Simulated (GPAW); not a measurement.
## 3d dopants in AlN: moments across the series

One cation of AlN is replaced by one 3d element after another. What moment does each carry?

Main program and level: GPAW 26.7.0; PBE; plane waves with GPAW's PAW setups, scalar-relativistic.

### 1. Set-up

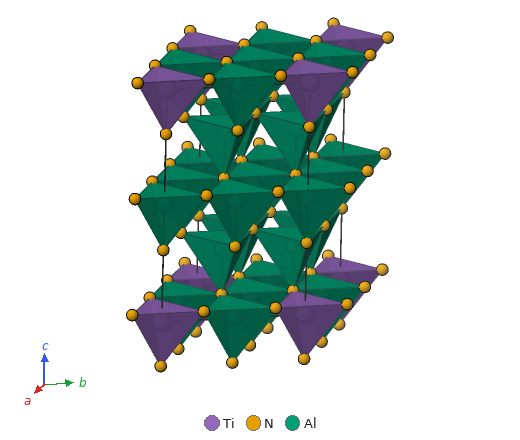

Start, viewed slightly off an axis; titanium purple, nitrogen orange, aluminium teal. Some periodic images of atoms are drawn too.

This is the first member shown.

### 2. The first member

This run shows input and output; the others differ as the table says.

Input file order1.py:

```python
import json
import numpy as np
from ase import Atoms
from ase.parallel import paropen, parprint
from gpaw import GPAW

atoms = Atoms(['Ti', 'N', 'Al', 'N', 'Al', 'N', 'Al', 'N', 'Al', 'N', 'Al', 'N', 'Al', 'N', 'Al', 'N', 'Al', 'N', 'Al', 'N', 'Al', 'N', 'Al', 'N', 'Al', 'N', 'Al', 'N', 'Al', 'N', 'Al', 'N'],
    cell=[[6.224, 0.0, 0.0],
         [-3.112, 5.390142, 0.0],
         [0.0, 0.0, 9.964]],
    scaled_positions=[[0.0, 0.0, 0.0],
         [0.166667, 0.333333, 0.059],
         [0.166667, 0.333333, 0.25],
         [0.0, 0.0, 0.309],
         [0.0, 0.0, 0.5],
         [0.166667, 0.333333, 0.559],
         [0.166667, 0.333333, 0.75],
         [0.0, 0.0, 0.809],
         [0.0, 0.5, 0.0],
         [0.166667, 0.833333, 0.059],
         [0.166667, 0.833333, 0.25],
         [0.0, 0.5, 0.309],
         [0.0, 0.5, 0.5],
         [0.166667, 0.833333, 0.559],
         [0.166667, 0.833333, 0.75],
         [0.0, 0.5, 0.809],
         [0.5, 0.0, 0.0],
         [0.666667, 0.333333, 0.059],
         [0.666667, 0.333333, 0.25],
         [0.5, 0.0, 0.309],
         [0.5, 0.0, 0.5],
         [0.666667, 0.333333, 0.559],
         [0.666667, 0.333333, 0.75],
         [0.5, 0.0, 0.809],
         [0.5, 0.5, 0.0],
         [0.666667, 0.833333, 0.059],
         [0.666667, 0.833333, 0.25],
         [0.5, 0.5, 0.309],
         [0.5, 0.5, 0.5],
         [0.666667, 0.833333, 0.559],
         [0.666667, 0.833333, 0.75],
         [0.5, 0.5, 0.809]],
    pbc=True,
    magmoms=[1.0, 0.0, 0.0, 0.0, 0.0, 0.0, 0.0, 0.0, 0.0, 0.0, 0.0, 0.0, 0.0, 0.0, 0.0, 0.0, 0.0, 0.0, 0.0, 0.0, 0.0, 0.0, 0.0, 0.0, 0.0, 0.0, 0.0, 0.0, 0.0, 0.0, 0.0, 0.0])
atoms.calc = GPAW(mode={'name': 'pw', 'ecut': 600},
    xc='PBE',
    kpts={'size': (5, 5, 3), 'gamma': True},
    occupations={'name': 'fermi-dirac', 'width': 0.05},
    convergence={'density': 1e-05, 'energy': 1e-05},
    maxiter=200,
    mixer={'name': 'pulay', 'beta': 0.05, 'nmaxold': 6, 'weight': 50},
    symmetry={'tolerance': 1e-4},
    txt='order1.txt')
e = atoms.get_potential_energy(force_consistent=True)
res = {'free_energy': e, 'energy_sigma0': atoms.get_potential_energy(), 'fermi_energy': atoms.calc.get_fermi_level()}
res['moments'] = atoms.get_magnetic_moments().tolist()
res['total'] = atoms.get_magnetic_moment()
parprint('site moments (muB):', np.round(res['moments'], 3))
parprint(f"total moment: {res['total']:.3f} muB")
parprint(f'free energy: {e:.6f} eV')
atoms.calc.write('order1.gpw')
with paropen('results.json', 'w') as f:
    json.dump(res, f)
```

Started as:

```console
> OMP_NUM_THREADS=1 mpirun -n 4 gpaw python order1.py > order1.log
```

Log:

```text
site moments (muB): [ 0.594 -0.006  0.003  0.001  0.     0.     0.006 -0.003  0.013 -0.006
  0.003  0.001  0.001  0.     0.006  0.     0.013 -0.     0.001  0.001
  0.001  0.001  0.002  0.     0.013 -0.006  0.003  0.001  0.001  0.
  0.006  0.   ]
total moment: 0.991 muB
free energy: -235.830740 eV

--- order1.txt ---
Input parameters:
  mode=PW(ecut=600),
  convergence={'density': 1e-05, 'energy': 1e-05},
  kpts=MonkhorstPack(size=(5, 5, 3), gamma=True),
  maxiter=200,
  mixer=Pulay(name='pulay', nmaxold=6, beta=0.05, weight=50, sigma=0.015, g_ss=None),
  occupations=Occupations(name='fermi-dirac', width=0.05),
  symmetry=Symmetry(tolerance=0.0001),
  xc=XC(name='PBE')

Diagonalizing LCAO Hamiltonian
Converting LCAO to pw mode

          Al     Al
         N      N
           NAl    NAl
          N      N
            N      N
         Al     Al
           Al     Al
         NAl    NAl
            Al     Al
          NN     NN

         Al N   Al N
           Ti     Al

Atoms  # Å, Bohr magnetons
|    | symbol |         x |        y |        z |    initial magnetic moments |
|----|--------|-----------|----------|----------|-----------------------------|
|  0 |     Ti |  0.000000 | 0.000000 | 0.000000 | ( 0.0000,  0.0000,  1.0000) |
|  1 |      N |  0.000003 | 1.796712 | 0.587876 | ( 0.0000,  0.0000,  0.0000) |
|  2 |     Al |  0.000003 | 1.796712 | 2.491000 | ( 0.0000,  0.0000,  0.0000) |
|  3 |      N |  0.000000 | 0.000000 | 3.078876 | ( 0.0000,  0.0000,  0.0000) |
|  4 |     Al |  0.000000 | 0.000000 | 4.982000 | ( 0.0000,  0.0000,  0.0000) |
[...]
Zero:             -0.308961
  External:          0.000000
  Xc:             -278.481934
  Entropy:          -0.025542
  Spinorbit:         0.000000
  ----------------------------
  Free energy:    -235.830740
  Extrapolated:   -235.817969

dipole moment: (-72.233700, -89.066215, -96.460290)  # |e|*Ang

Total magnetic moment: (0.000000, 0.000000, 0.990669)

Local magnetic moments
|        x |        y |         z |
|----------|----------|-----------|
| 0.000000 | 0.000000 |  0.593557 |  # Ti   0
| 0.000000 | 0.000000 | -0.006085 |  # N    1
| 0.000000 | 0.000000 |  0.003493 |  # Al   2
| 0.000000 | 0.000000 |  0.000561 |  # N    3
| 0.000000 | 0.000000 |  0.000494 |  # Al   4
[...]
| 0.000000 | 0.000000 |  0.001233 |  # Al  28
| 0.000000 | 0.000000 |  0.000227 |  # N   29
| 0.000000 | 0.000000 |  0.006201 |  # Al  30
| 0.000000 | 0.000000 |  0.000079 |  # N   31

Fermi level: 10.476
Eigenvalues  # (at kpt = [0.000, 0.000, 0.000])
| band index |      eig [eV] | occ [0-1] |      eig [eV] | occ [0-1] |
|------------|---------------|-----------|---------------|-----------|
|          0 |       -47.875 |     1.000 |       -47.217 |     1.000 |
|        ... |               |           |               |           |
|         62 |         5.616 |     1.000 |         5.621 |     1.000 |
|         63 |         5.747 |     1.000 |         5.754 |     1.000 |
|         64 |         5.748 |     1.000 |         5.754 |     1.000 |
|         65 |         6.019 |     1.000 |         6.022 |     1.000 |
[...]
|         74 |        11.540 |     0.000 |        11.589 |     0.000 |
|         75 |        11.540 |     0.000 |        11.589 |     0.000 |
|         76 |        11.717 |     0.000 |        11.779 |     0.000 |
|        ... |               |           |               |           |
|         86 |        13.894 |     0.000 |        14.094 |     0.000 |

No gap
No difference between direct/indirect transitions

[key lines of the parts left out:]
Converged in 28 steps
```

Elapsed: 5.5 min, on 4 MPI ranks of Arm Neoverse V2, shared host; peak memory 2.2 GiB; 22 min of CPU time.

After 28 cycles the largest moment stands at 0.594 μB.

### 3. The series

All use a 5×5×3 mesh. Each dopant starts with a moment; a run without spin polarisation gives the energy that the moment gains.

| dopant | moment in its sphere (μB) | net moment (μB a cell) | largest moment elsewhere (μB) | gain by spin polarisation (meV) |
| --- | --- | --- | --- | --- |
| Ti | +0.59 | 0.99 | +0.01 | 98 |
| V | +1.64 | 2.00 | +0.01 | 713 |
| Cr | +2.48 | 3.00 | +0.02 | 891 |
| Mn | +3.29 | 4.00 | +0.02 | 937 |
| Fe | +3.62 | 5.00 | +0.08 | 1082 |
| Co | +2.61 | 3.96 | +0.09 | 461 |
| Ni | +1.72 | 3.00 | +0.10 | 492 |
| Cu | +0.75 | 1.99 | +0.10 | 139 |

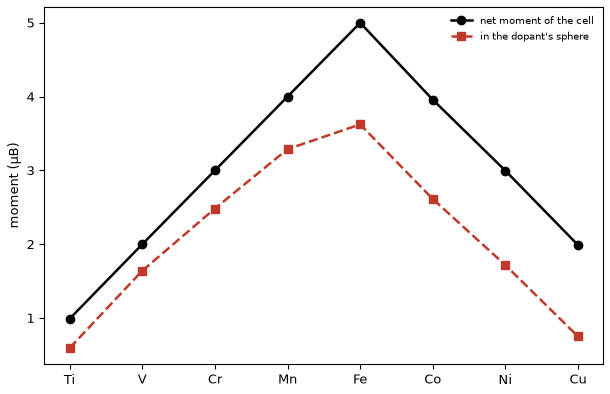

Moments across the 3d series.

### 4. Summary of results

| Quantity | Value |
| --- | --- |
| largest net moment | 5.00 μB (Fe) |
| within 0.02 of a whole number of μB | Ti 0.99, V 2.00, Cr 3.00, Mn 4.00, Fe 5.00, Ni 3.00, Cu 1.99 |
| no settled moment | none |

The net moment is largest for Fe, 5.00 μB; every dopant keeps a moment. Ti, V, Cr, Mn, Fe, Ni and Cu give a whole number of μB, as a fixed count of unpaired electrons does. Each dopant had one start, so another spin state can lie lower; in so small a cell the dopant levels widen into bands, and with the smearing this can quench a moment. The atoms were not relaxed, which can shift moments and couplings. Trends hold for the rows shown; the series may have further members. Spin–orbit coupling is left out.

[Logs and program files are shortened in this print: banners, set-up blocks, solver, clock and traceback lines can be left out without a mark of their own.]

[Logs are printed without paths, hosts, clocks, repeated set-up lines and the standing remarks that a program may print on its own settings, such as how far it seeks lower states.]

[Hosts, paths, dates, database ids (printed as entryN), source tags and the programs' standing remarks are cut or masked in the printed files.]

[Where a cell is said to come from a database of computed structures, the database is the Materials Project.]
